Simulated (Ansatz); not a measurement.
**Geometry relaxation of WSe₂ (part 2 of 3)**

The same run, continued: WSe₂ (P-3m1, 12 atoms in the cell); DFT PBE, scalar-relativistic, plane waves, PAW, no spin polarisation (Ansatz 0.2.0); cutoff 420 eV, 12×12×1 k-mesh, Gaussian smearing of 0.02 eV. The structure derives from a Materials Project entry.

Geometry of the input (Å; fractional positions):
```
3.3178  0.0000  0.0000
-1.6589  2.8733  0.0000
0.0000  0.0000  36.4183
W  0.6667  0.3333  0.9061
W  0.6667  0.3333  0.2805
W  0.3333  0.6667  0.7195
W  0.3333  0.6667  0.0939
Se 0.3333  0.6667  0.9518
Se 0.3333  0.6667  0.3261
Se 0.6667  0.3333  0.7652
Se 0.6667  0.3333  0.1396
Se 0.3333  0.6667  0.8604
Se 0.3333  0.6667  0.2348
Se 0.6667  0.3333  0.6739
Se 0.6667  0.3333  0.0482
```

### Output, continued
```
SCF iter   1: F=—  HF=-85298.612686 eV  |F-HF|=—  |Δ(HF+E_count)|=         —  Δρ=7.31e-4  dr2=5.81e-5  ethr=1.34e-7  ⟨swp⟩=4.4  Hψ=14326  notcnv=0
preconditioner: auto → Resta (q_TF=auto, 2.428 Å⁻¹)  ε∞=4.6  [insulator: Δε(μ)=1.508 eV  Ē_g=8.604 eV  σ=0.020 eV  W_gap=1.00  n_scr=106 (ndim 8)  ℏωp=16.4 eV  f_vac=0.357  D(μ)=0.00/eV (n_scr^D=0)  ε∞_Penn≈4.6  vacuum switching on, ρ_ref=5.4e-3 e/Å³]
SCF iter   2: F=—  HF=-85298.640960 eV  |F-HF|=—  |Δ(HF+E_count)|=   2.83e-2  Δρ=3.69e-4  dr2=1.36e-5  ethr=3.16e-8  ⟨swp⟩=3.2  Hψ=3871  notcnv=0
SCF iter   3: F=—  HF=-85298.653520 eV  |F-HF|=—  |Δ(HF+E_count)|=   1.26e-2  Δρ=7.49e-5  dr2=3.96e-6  ethr=7.41e-9  ⟨swp⟩=3.4  Hψ=3892  notcnv=0
SCF iter   4: F=—  HF=-85298.654161 eV  |F-HF|=—  |Δ(HF+E_count)|=   6.41e-4  Δρ=1.60e-5  dr2=8.65e-7  ethr=2.15e-9  ⟨swp⟩=2.6  Hψ=3029  notcnv=0  defer=1
SCF iter   5: F=—  HF=-85298.654187 eV  |F-HF|=—  |Δ(HF+E_count)|=   2.58e-5  Δρ=5.45e-6  dr2=9.32e-8  ethr=4.70e-10  ⟨swp⟩=2.2  Hψ=2760  notcnv=0  defer=1
SCF iter   6: F=—  HF=-85298.654191 eV  |F-HF|=—  |Δ(HF+E_count)|=   3.56e-6  Δρ=1.71e-6  dr2=3.70e-8  ethr=5.06e-11  ⟨swp⟩=2.4  Hψ=3569  notcnv=0  defer=1
SCF iter   7: F=—  HF=-85298.654191 eV  |F-HF|=—  |Δ(HF+E_count)|=   2.70e-7  Δρ=8.42e-7  dr2=7.33e-9  ethr=2.01e-11  ⟨swp⟩=2.1  Hψ=2527  notcnv=0  defer=1
SCF iter   8: F=—  HF=-85298.654191 eV  |F-HF|=—  |Δ(HF+E_count)|=   3.28e-8  Δρ=3.66e-7  dr2=2.13e-9  ethr=3.98e-12  ⟨swp⟩=2.0  Hψ=2631  notcnv=0  defer=1
SCF iter   9: F=—  HF=-85298.654191 eV  |F-HF|=—  |Δ(HF+E_count)|=   1.22e-9  Δρ=9.56e-8  dr2=1.58e-10  ethr=1.16e-12  ⟨swp⟩=2.1  Hψ=2766  notcnv=0  defer=1
SCF iter  10: F=-85298.654191 eV  HF=-85298.654191 eV  |F-HF|=1.31e-10  |Δ(HF+E_count)|=  1.46e-10  Δρ=8.29e-8  dr2=9.46e-11  ethr=1.00e-12  ⟨swp⟩=9.6  Hψ=10552  notcnv=0
SCF 10 converged in 10 iterations: F = -85298.654191 eV  dr2 = 9.46e-11
relax step  10: F+E_penalty+E_count = -85298.65419109 eV  Δ(F+E_penalty+E_count) = -2.949e-3 eV  max|allowed force component| = 3.193e-4 eV/Å  Δτ_max = 0.0000 Å  P = -0.002 GPa  Ω = 370.238 Å³  stress off target by 2.82e-3 GPa  SCF on the basis re-selected at this cell (its energy is not comparable with the rows above)  (10 SCF iters)
```

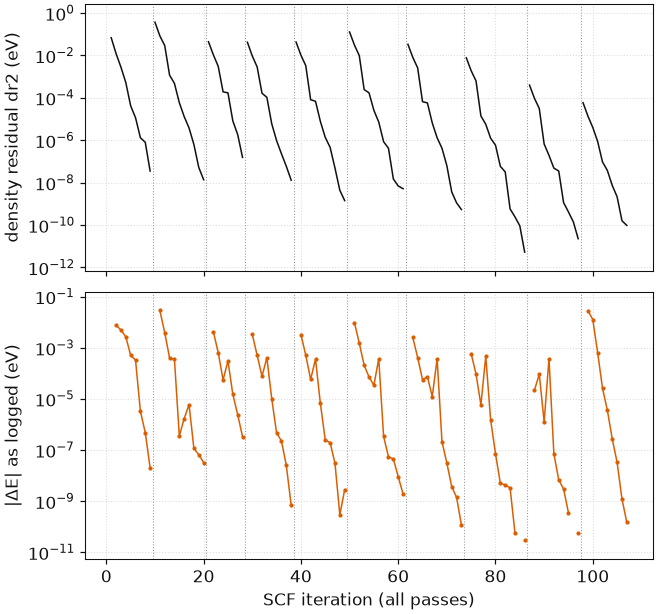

Fig. 1: Convergence of the self-consistent field: density residual dr2 and size of the energy change against the SCF iteration. The dotted lines part the SCF passes of the relaxation: geometry steps, rejected trials and re-solves on a re-selected basis. The 10 passes take 8 to 13 iterations each, 107 in all.

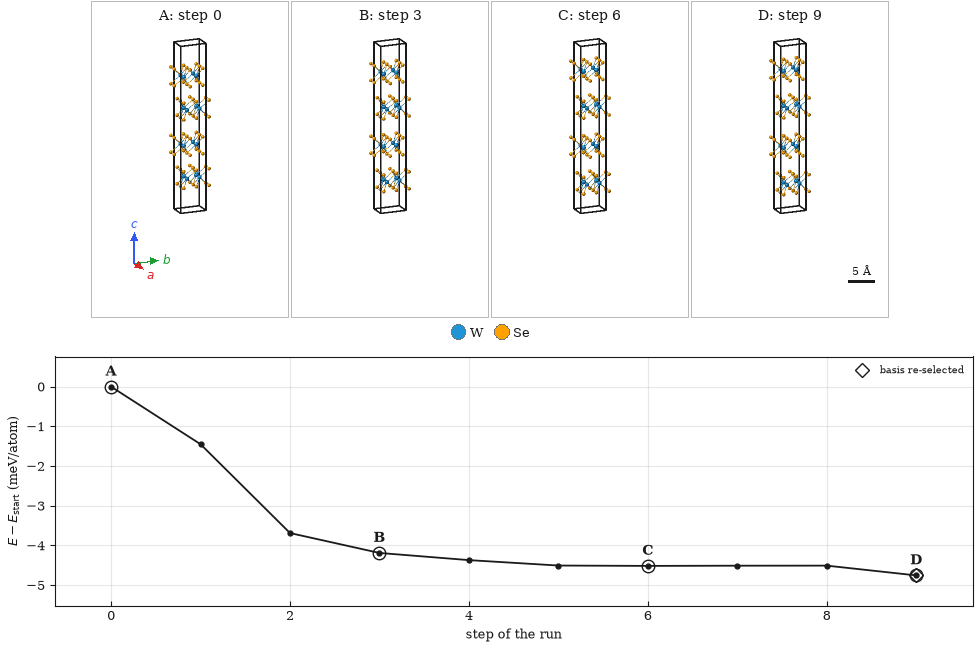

Fig. 2: Frames of the relaxation (ball-and-stick view of the 2 × 2 repeat of the cell, with the vacuum cut short, with bonded neighbours outside it, seen slightly off an axis) above the curves, on which the letters mark them (the first geometry is step 0 here and step 1 in the log).

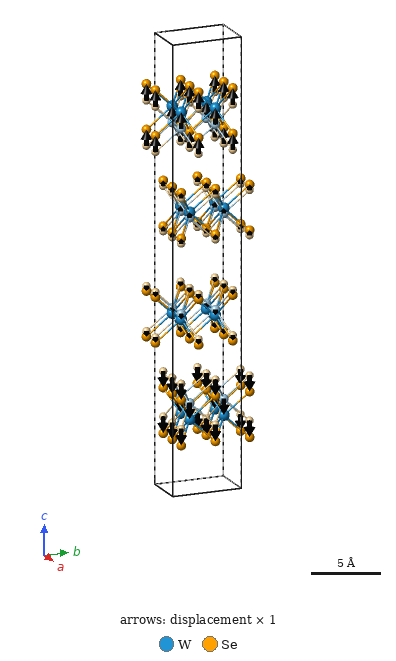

Fig. 3: Start (faint) and end (solid) with the displacements as black arrows, at true length (ball-and-stick view of the 2 × 2 repeat of the cell, with the vacuum cut short, with bonded neighbours outside it, seen slightly off an axis). The largest moves relative to the cell, 1.22 Å, are those of Se6 and Se11. Largest moves by element: Se 1.22 Å, W 1.21 Å. In the plane the drawn cell goes a 6.636 → 6.641 Å (+0.1 %), b 6.636 → 6.641 Å (+0.1 %). Among the contacts that change: W1–Se5 2.537 → 2.548 Å. The space group stays P-3m1 (No. 164). The energy falls by 4.5 meV per atom in 8 geometry steps. The largest force component goes from 0.29 to 0.00032 eV/Å. A last SCF at the same geometry on a re-selected plane-wave basis shifts the energy by −0.2 meV per atom. (Atoms are counted from 1 in the order of the input.)

```
basis re-selected at this cell: Δ(F+E_penalty+E_count) = -2.949e-3 eV, ΔP = -0.001 GPa vs the last step (what re-selecting the basis moved, of the pressure what is left beyond the Pulay correction that the steps carried, after the strain that the cell walked since its last selection, with what the two solves' SCF thresholds leave and, on support functions, any second-order correction that the steps lacked; it is no measure of the basis error at this ecutwfc). The dense FFT grid was sized anew with the basis: this SCF ran on 24×24×270 points, the steps before it on 24×24×250, so part of this shift can come from that change (see relax.cell in the input reference). This SCF's stress stands 2.82e-3 GPa from its target on what of the cell is left free (relax.cell.stress_tol is 5.00e-2 GPa) and its largest allowed force component is 3.19e-4 eV/Å (relax.f_tol is 5.00e-3 eV/Å): within both
WARN: The output density's exchange-correlation potential varies sharply where the density is thin. Do not read a vacuum level from v_tot or v_xc, or from such a field of the output density. On a cell that repeats whose density bears no net charge and no dipole along the vacuum's axis use v_es (v_loc + v_h of the components); under efield.dipole_correction with no amplitude use v_es + v_field, which holds any external_charges[].barrier, or the levels of the report's work_function block, which leave it out; under a non-zero efield.amplitude the vacuum is tilted and has no level; on a cell that repeats and bears such a dipole with no correction it is tilted too, and efield.dipole_correction with no amplitude gives each side of its ramp a level where efield: is served; in a cell that repeats whose density bears a net charge (total_charge, or a fill off its count) it is curved and has none; of a slab under crystal.periodic whose density bears no net charge use v_es, which has a level on each side, short of where the two are joined; of another it falls or rises all the way out and has none; of a slab beside external_charges read slab_vacuum_level instead, which it has where they leave it neutral. The grid or the basis barely resolves most such structure, and the values can differ between equally converged runs; as a rule a tighter scf.convergence.dr2_threshold does not remove it. Where the density itself ripples (under the LDA too) a higher basis.ecutwfc lessens it. The files hold the spikes' plane waves up to the density's cutoff. Files: v_tot_of_output_density and the like, and their columns of v_z.tsv (output.write_potential); v_xc_of_output_density and the like, and their columns of v_comp_z.tsv (output.write_potential_components). Measured: with its Gaussian average of σ = 0.25 Å subtracted twice, the exchange-correlation potential is over 0.1 eV at 1232 of the grid points where the equally averaged density (valence and model cores) is under 1e-3 e/Å³, and 0.702 eV at the most among them, at an averaged density of 1.0e-7 e/Å³. The input density's (outcome.potential() and, of a run that writes arrays, v_tot and v_xc) is over 0.1 eV, so measured, at 57 points of its own thin density, 0.492 eV at the most. See output.write_potential in the manual, Limitations
SCF converged after 10 iterations
Free energy (F): -85298.654191 eV
Harris-Foulkes:  -85298.654191 eV  (|F-HF|=1.31e-10)
Internal energy: -85298.654191 eV  (E = F + TS)
E sigma→0 (E₀):  -85298.654191 eV
Fermi energy:    7.338339 eV
--- Per-component energies (eV) ---
  E_band       = -4480.101909
  E_kinetic    = 2750.364934
  E_local      = -137928.692950  (includes V_loc(G=0)·N_el)
  E_nonlocal   = -4759.465991
  E_hartree    = 67976.102486
  E_xc         = -1902.480774
  E_vxc        = -1742.139416  (∫ρ·V_xc dr)
  E_paw        = -49542.402625  (= ΣΔE_a)
  E_vpaw       = 1247.631036  (= ΣTr[D̂ρ^β])
  E_aug_tail   = -0.004976  (compensation charges beyond the density's cutoff)
  E_ewald      = 38107.925705
  E_smearing   = -0.000000  (= −TS)
  E_closure    = 0.000000  (closes the sum)
  Σ components = -85298.654191   (vs F -85298.654191, Δ=0.00e0)
--- Forces (eV/Å), atoms counted from 1 ---
  atom   1  W      0.00000000     0.00000000     0.00003280
  atom   2  W      0.00000000     0.00000000     0.00007049
  atom   3  W      0.00000000    -0.00000000    -0.00007049
  atom   4  W      0.00000000    -0.00000000    -0.00003280
  atom   5  Se    -0.00000000    -0.00000000    -0.00022391
  atom   6  Se     0.00000000    -0.00000000    -0.00019423
  atom   7  Se     0.00000000     0.00000000    -0.00031928
  atom   8  Se     0.00000000     0.00000000    -0.00029925
  atom   9  Se     0.00000000    -0.00000000     0.00029925
  atom  10  Se     0.00000000    -0.00000000     0.00031928
  atom  11  Se     0.00000000     0.00000000     0.00019423
  atom  12  Se    -0.00000000     0.00000000     0.00022391
  max |Σ_I F_I| component: 4.63e-18 eV/Å
--- Stress (GPa, compression-positive) ---
       -0.002820       0.000000       0.000000
        0.000000      -0.002820      -0.000000
        0.000000      -0.000000      -0.000112
  P = ⅓ Tr σ = -0.0019 GPa (-0.019 kbar)
--- Band table (eV; the first three rows and the last of 19) ---
  k-point 0: bands = ["-67.4364", "-67.4364", "-67.4361", "-67.4361", "-40.9590", "-40.9590", "-40.9590", "-40.9590", "-40.9585", "-40.9585", "-40.9585", "-40.9585", "-40.9584", "-40.9584", "-40.9584", "-40.9584", "-40.9577", "-40.9577", "-40.9577", "-40.9577", "-40.9267", "-40.9267", "-40.9266", "-40.9266", "-40.9260", "-40.9260", "-40.9260", "-40.9260", "-40.9255", "-40.9255", "-40.9255", "-40.9255", "-40.9245", "-40.9245", "-40.9245", "-40.9245", "-40.9135", "-40.9135", "-40.9127", "-40.9127", "-40.9114", "-40.9114", "-40.9104", "-40.9104", "-31.6986", "-31.6986", "-31.6984", "-31.6984", "-31.5918", "-31.5918", "-31.5918", "-31.5918", "-31.5916", "-31.5916", "-31.5916", "-31.5916", "-8.1331", "-8.1267", "-8.1188", "-8.1127", "-6.9127", "-6.9009", "-6.8865", "-6.8757", "0.3494", "0.4049", "0.4761", "0.5333", "4.1063", "4.2286", "4.2286", "4.2289", "4.2289", "4.2293", "4.2293", "4.2296", "4.2296", "4.2845", "4.5260", "4.7416", "5.3309", "5.3309", "5.3320", "5.3320", "5.3333", "5.3333", "5.3342", "5.3342", "6.0821", "6.2122", "6.3536", "6.4510", "9.4601", "9.4601", "9.4616", "9.4616", "9.4633", "9.4633", "9.4644", "9.4644", "9.6176", "9.6176", "9.6230", "9.6230", "9.6293", "9.6293", "9.6338", "9.6338", "10.8006", "10.9173", "11.0644"]
  k-point 1: bands = ["-67.4358", "-67.4358", "-67.4355", "-67.4355", "-40.9589", "-40.9589", "-40.9587", "-40.9587", "-40.9585", "-40.9585", "-40.9584", "-40.9584", "-40.9582", "-40.9582", "-40.9581", "-40.9581", "-40.9577", "-40.9577", "-40.9574", "-40.9574", "-40.9267", "-40.9267", "-40.9267", "-40.9267", "-40.9260", "-40.9260", "-40.9260", "-40.9260", "-40.9257", "-40.9257", "-40.9256", "-40.9256", "-40.9247", "-40.9247", "-40.9246", "-40.9246", "-40.9134", "-40.9134", "-40.9126", "-40.9126", "-40.9113", "-40.9113", "-40.9103", "-40.9103", "-31.6957", "-31.6957", "-31.6955", "-31.6955", "-31.6061", "-31.6061", "-31.6059", "-31.6059", "-31.5952", "-31.5951", "-31.5949", "-31.5949", "-8.0326", "-8.0263", "-8.0184", "-8.0124", "-6.8616", "-6.8501", "-6.8362", "-6.8257", "0.4797", "0.5352", "0.6064", "0.6637", "3.9187", "3.9192", "3.9200", "3.9206", "3.9383", "4.0815", "4.2603", "4.3258", "4.3264", "4.3270", "4.3274", "4.4000", "5.1588", "5.1600", "5.1616", "5.1627", "5.3194", "5.3454", "5.3956", "5.4612", "6.0735", "6.1863", "6.3036", "6.3818", "9.1366", "9.1694", "9.2013", "9.2251", "9.2251", "9.2677", "9.2829", "9.3049", "9.4853", "9.4916", "9.4993", "9.5051", "9.6348", "9.6382", "9.6418", "9.6442", "11.1450", "11.3230", "11.5347"]
  k-point 2: bands = ["-67.4342", "-67.4342", "-67.4339", "-67.4339", "-40.9588", "-40.9588", "-40.9586", "-40.9586", "-40.9583", "-40.9583", "-40.9579", "-40.9579", "-40.9577", "-40.9577", "-40.9575", "-40.9575", "-40.9574", "-40.9574", "-40.9567", "-40.9567", "-40.9268", "-40.9268", "-40.9268", "-40.9268", "-40.9262", "-40.9262", "-40.9261", "-40.9261", "-40.9261", "-40.9261", "-40.9256", "-40.9256", "-40.9251", "-40.9251", "-40.9246", "-40.9246", "-40.9130", "-40.9130", "-40.9123", "-40.9123", "-40.9109", "-40.9109", "-40.9099", "-40.9099", "-31.6878", "-31.6878", "-31.6875", "-31.6875", "-31.6449", "-31.6449", "-31.6446", "-31.6446", "-31.6042", "-31.6042", "-31.6040", "-31.6040", "-7.7448", "-7.7386", "-7.7309", "-7.7250", "-6.7156", "-6.7051", "-6.6924", "-6.6828", "0.8428", "0.8975", "0.9680", "1.0250", "3.1713", "3.1728", "3.1748", "3.1764", "3.5164", "3.6044", "3.7060", "3.7797", "4.5948", "4.5958", "4.5971", "4.5980", "4.7555", "4.7571", "4.7591", "4.7605", "5.1328", "5.1910", "5.2815", "5.3731", "5.9569", "6.0166", "6.0757", "6.1133", "8.5065", "8.5921", "8.7096", "8.8269", "8.9954", "9.0637", "9.1253", "9.1639", "9.1882", "9.1958", "9.2051", "9.2120", "10.0273", "10.0339", "10.0417", "10.0475", "11.5882", "11.8306", "12.2466"]
```
